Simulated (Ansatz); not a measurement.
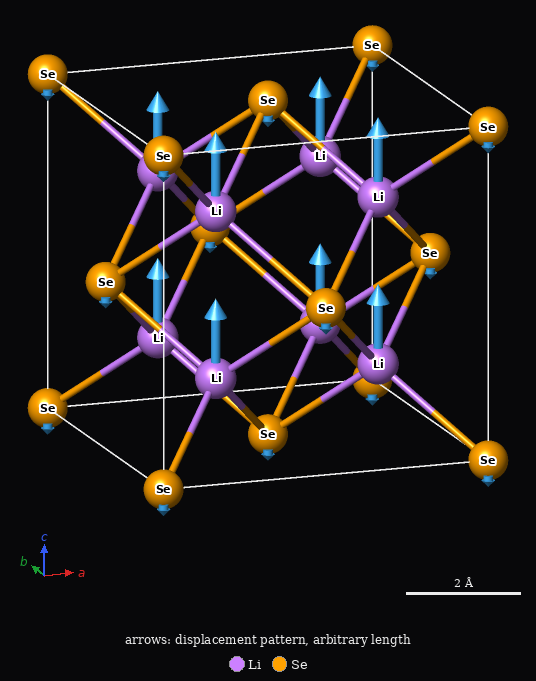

The lowest optical mode of solid Li$_{2}$Se relaxed at −1 GPa, space group Fm-3m (No. 225), at the zone centre. The blue arrows are the displacements of the atoms (eigenvector over the root of the mass), of arbitrary overall length and sign. Style: ball-and-stick. Shown: the conventional cell (4 times the calculation's cell), slightly off an axis. Lengths and directions refer to the drawn axes.

All numbers below come from DFT PBE, scalar-relativistic, plane waves, PAW in Ansatz.

Input file:
```yaml
crystal:
  lattice:
    - [0.0, 3.0347256483, 3.0347256483]
    - [3.0347256483, 0.0, 3.0347256483]
    - [3.0347256483, 3.0347256483, 0.0]
  atoms:
    - { symbol: Li, position: [0.25, 0.25, 0.25] }
    - { symbol: Li, position: [0.75, 0.75, 0.75] }
    - { symbol: Se, position: [0.0, 0.0, 0.0] }
basis:
  ecutwfc: 420
kpoints:
  mp_grid: { grid: [8, 8, 8] }
hamiltonian:
  xc: pbe
scf:
  occupations: { method: fixed }
output:
  eigenvalues: true
phonons:
  method: dfpt
  dielectric: true
  rigid_motions: translations
  eigenvectors: true
```

Command:
```bash
ansatz run input.yaml --threads 1 --pin off --max-ram 1228MiB --backend cpu --events-out ev --progress --plain --runs-dir out
```

Frequencies are those without the non-analytic (LO–TO) term.

Is the structure stable against all modes at this point?

Answer. Yes: this softest mode has a real frequency, and so have all others here. That speaks for this wave vector alone: the rest of the zone wasn't checked in this run. This is the T₁u mode (triply degenerate; one member of the set is drawn) at 7.66 THz, the lowest optical level, infrared-active by symmetry. The Li sublattice moves against the Se sublattice, along c; the kinetic energy is shared as Li 85 %, Se 15 %. Its infrared intensity is 22 (D/Å)²/amu for the set. The value is the transverse one; the longitudinal partner lies at 362 cm⁻¹.
